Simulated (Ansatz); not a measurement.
# Band-structure calculation, with input and output: Mg₂Ge (part 2 of 2)

Mg₂Ge (Fm-3m, 3 atoms in the cell); DFT, HSE06, plane waves, PAW, no spin polarisation (Ansatz 0.2.0); cutoff 420 eV, 6×6×6 k-mesh, fixed occupations. The structure was built on a prototype by a generator. The geometry comes from this level: r2SCAN (a point of a series of strains). It belongs to a series of runs on one base structure; here: hydrostatic strain +1.0%.

Geometry of the input (Å; fractional positions):
```
0.0000  3.2149  3.2149
3.2149  0.0000  3.2149
3.2149  3.2149  0.0000
Ge 0.0000  0.0000  0.0000
Mg 0.2500  0.2500  0.2500
Mg 0.7500  0.7500  0.7500
```

Output, continued
```
--- Stress (GPa, compression-positive) ---
       -1.214726      -0.000000      -0.000000
       -0.000000      -1.214726       0.000000
        0.000000       0.000000      -1.214726
  P = ⅓ Tr σ = -1.2147 GPa (-12.147 kbar)
--- Band table (eV; the first three rows and the last of 16) ---
  k-point 0: bands = ["-74.9989", "-74.9962", "-39.8926", "-39.8926", "-39.8926", "-39.8805", "-39.8805", "-39.8805", "-20.3165", "-20.3165", "-20.3165", "-20.3035", "-20.3035", "-4.2928", "6.4420", "6.4420", "6.4420", "8.0062", "9.7787", "9.7787", "9.7787"]
  k-point 1: bands = ["-74.9987", "-74.9963", "-39.8920", "-39.8919", "-39.8919", "-39.8815", "-39.8814", "-39.8814", "-20.3165", "-20.3163", "-20.3163", "-20.3035", "-20.3035", "-4.0390", "4.4284", "6.1738", "6.1738", "8.5637", "10.2095", "10.2095", "10.7751"]
  k-point 2: bands = ["-74.9982", "-74.9968", "-39.8902", "-39.8897", "-39.8897", "-39.8841", "-39.8837", "-39.8837", "-20.3165", "-20.3159", "-20.3159", "-20.3034", "-20.3034", "-3.3848", "2.1777", "5.7909", "5.7909", "8.1184", "10.0119", "10.0119", "12.1705"]
  k-point 15: bands = ["-74.9977", "-74.9973", "-39.8962", "-39.8952", "-39.8908", "-39.8831", "-39.8789", "-39.8782", "-20.3169", "-20.3155", "-20.3148", "-20.3038", "-20.3028", "-2.3665", "1.9265", "3.1351", "3.6878", "8.6194", "9.2392", "12.1088", "12.5834"]
```

File rho_z.tsv
```
# z_ang	rho[e/angstrom^3]
# format = ansatz-planar-average/11
# lattice	0.000000000	3.214932250	3.214932250
# lattice	3.214932250	0.000000000	3.214932250
# lattice	3.214932250	3.214932250	0.000000000
# sites	3
# site	32	0.000000000	0.000000000	0.000000000
# site	12	1.607466125	1.607466125	1.607466125
# site	12	4.822398375	4.822398375	4.822398375
0.000000	1.126228e0
0.142081	1.003129e0
0.284163	7.356667e-1
0.426244	5.092788e-1
0.568325	4.267089e-1
0.710406	4.896969e-1
0.852488	6.406230e-1
0.994569	7.872491e-1
1.136650	8.380343e-1
1.278731	7.516104e-1
1.420813	5.633933e-1
1.562894	3.567265e-1
1.704975	2.019902e-1
1.847057	1.190738e-1
1.989138	8.649182e-2
2.131219	7.606332e-2
2.273300	7.361027e-2
2.415382	7.606332e-2
2.557463	8.649182e-2
2.699544	1.190738e-1
2.841625	2.019902e-1
2.983707	3.567265e-1
3.125788	5.633933e-1
3.267869	7.516104e-1
3.409951	8.380343e-1
3.552032	7.872491e-1
3.694113	6.406230e-1
3.836194	4.896969e-1
3.978276	4.267089e-1
4.120357	5.092788e-1
4.262438	7.356667e-1
4.404520	1.003129e0
```

File v_z.tsv
```
# z_ang	v_es[eV]	v_tot[eV]
# format = ansatz-planar-average/11
# xc	hse06
# density_cutoff_ev	1680
# datasets	Ge=:simpson_from_first_knot:soft:fock:shift=0	Mg=:simpson_from_first_knot:soft:fock:shift=0
# lattice	0.000000000	3.214932250	3.214932250
# lattice	3.214932250	0.000000000	3.214932250
# lattice	3.214932250	3.214932250	0.000000000
# sites	3
# site	32	0.000000000	0.000000000	0.000000000
# site	12	1.607466125	1.607466125	1.607466125
# site	12	4.822398375	4.822398375	4.822398375
0.000000	7.966837e-1	-7.396639e0
0.142081	8.329820e-1	-7.363373e0
0.284163	8.820099e-1	-7.304379e0
0.426244	8.404145e-1	-7.302055e0
0.568325	6.784399e-1	-7.383613e0
0.710406	4.861411e-1	-7.452093e0
0.852488	4.277256e-1	-7.358372e0
0.994569	6.190028e-1	-7.002758e0
1.136650	1.063098e0	-6.355760e0
1.278731	1.736065e0	-5.446688e0
1.420813	2.647313e0	-4.285037e0
1.562894	3.722665e0	-2.934273e0
1.704975	4.792548e0	-1.597391e0
1.847057	5.682532e0	-4.634216e-1
1.989138	6.282667e0	3.346143e-1
2.131219	6.588211e0	6.954713e-1
2.273300	6.673301e0	7.596953e-1
2.415382	6.588211e0	6.954713e-1
2.557463	6.282667e0	3.346143e-1
2.699544	5.682532e0	-4.634216e-1
2.841625	4.792548e0	-1.597391e0
2.983707	3.722665e0	-2.934273e0
3.125788	2.647313e0	-4.285037e0
3.267869	1.736065e0	-5.446688e0
3.409951	1.063098e0	-6.355760e0
3.552032	6.190028e-1	-7.002758e0
3.694113	4.277256e-1	-7.358372e0
3.836194	4.861411e-1	-7.452093e0
3.978276	6.784399e-1	-7.383613e0
4.120357	8.404145e-1	-7.302055e0
4.262438	8.820099e-1	-7.304379e0
4.404520	8.329820e-1	-7.363373e0
```

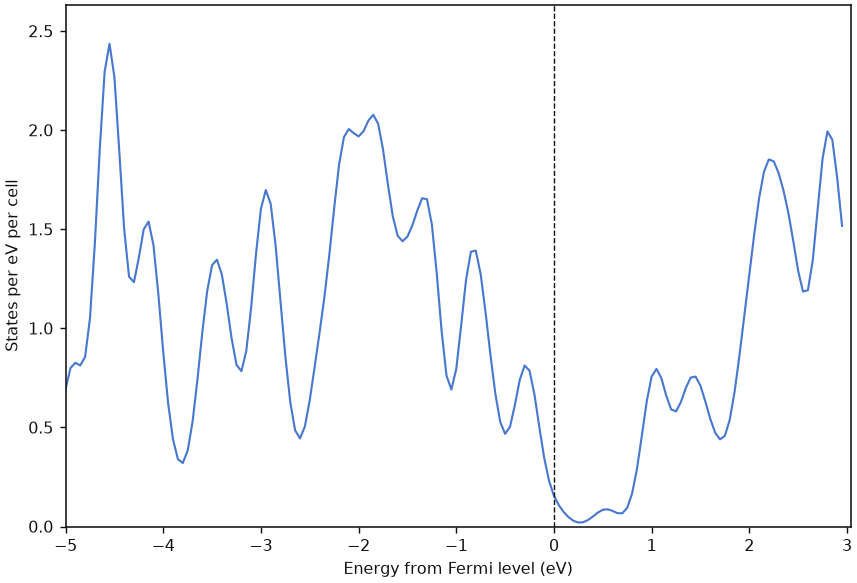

Figure 1. Density of states (the curve is built from the levels of the k mesh with Gaussians 0.3 eV wide, which also blur the band edges), with energies from the Fermi level. Small ripples come from the finite k-point mesh.

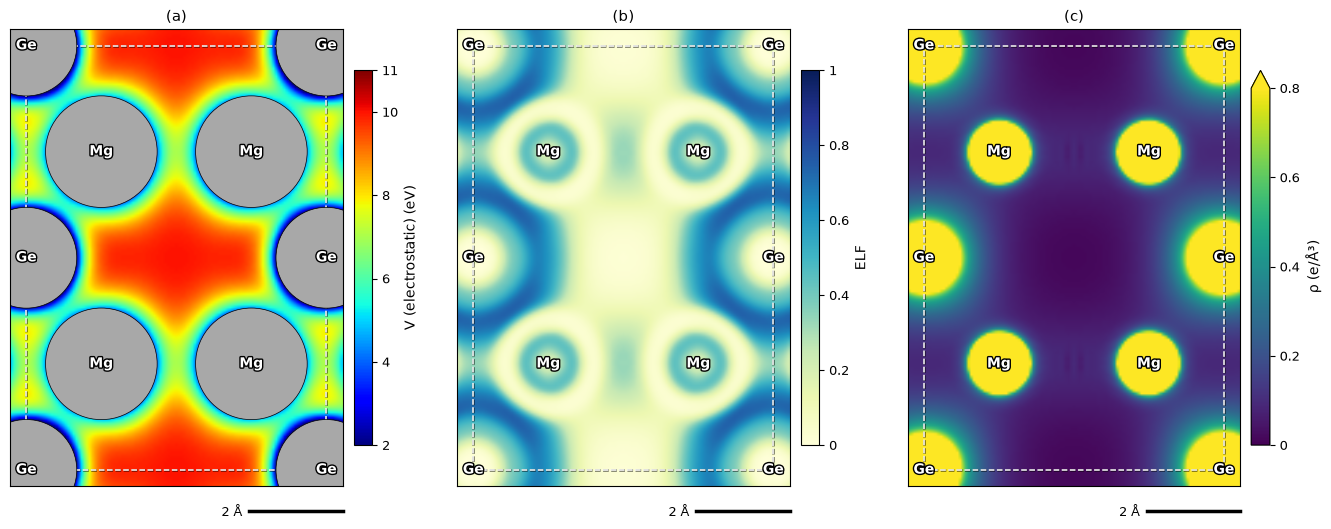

Figure 2. (a) electrostatic potential (local pseudopotential plus Hartree) felt by an electron; (b) ELF; (c) valence pseudo-density on the (110) plane of the conventional cell. Grey discs, where drawn, cover atomic cores. Atoms in the plane: Ge and Mg. Mg–Ge (2.78 Å): ρ is about 0.23 e/Å³ halfway; the ELF is about 0.75 at the midpoint. Away from the nuclei the density in this plane falls to 0.01 e/Å³ at its lowest. Outside the cores the potential energy rises away from the atoms and is highest about 2.8 Å from the nearest atoms; outside the discs it spans about 8 eV, and its zero is arbitrary. Core electrons are frozen (PAW), so the fields are smoothed inside the atomic spheres.

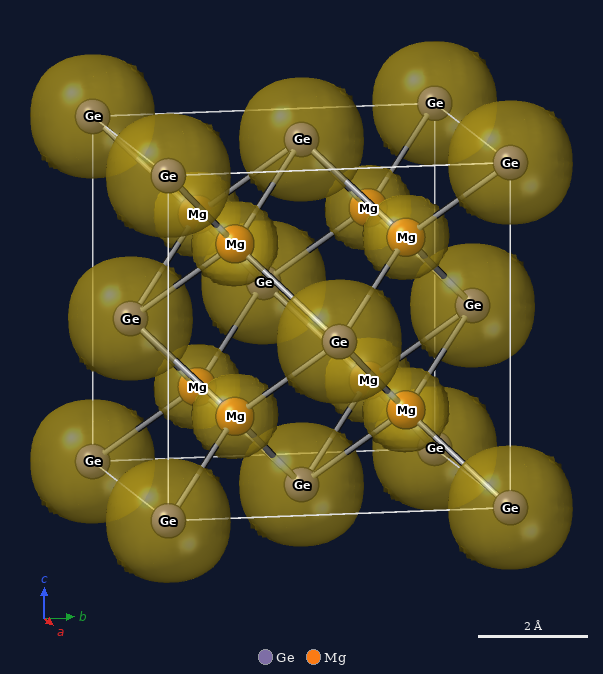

Figure 3. Isosurface of the valence charge density (pseudo) at 0.3 e/Å³ (yellow), seen slightly off an axis. Sticks mark near contacts. The outline is the cell set on symmetry axes. At this value the density breaks into separate islands; it holds about 80 % of the electrons treated as valence (semicore included). It is pinched off along the Mg–Ge (2.78 Å) contacts. On the grid the lowest density along these lines, outside the cores, is 0.17 e/Å³ (Mg–Ge, 2.78 Å).

Key numbers

- outcome: converged
- space group (tolerance 0.01 Å): Fm-3m (225)
- electrons treated: 34
- free energy: −8144.9455 eV
- Fermi energy: 6.442 eV
- gap on the k-point mesh: 0.53 eV
- pressure: −1.21 GPa
- largest force (length of the vector): under 0.001 eV/Å
- hardware: 1 × NVIDIA H100 80GB HBM3, 2 threads of AMD EPYC (Zen 3), 144 GiB of memory available, shared host
- wall time: 22 s (CPU time 35 s)
- peak memory: 2.5 GiB

Remarks

Warnings of the run: the exchange loop's threshold is looser than advised for the stress; the SCF threshold is looser than advised for the printed stress.
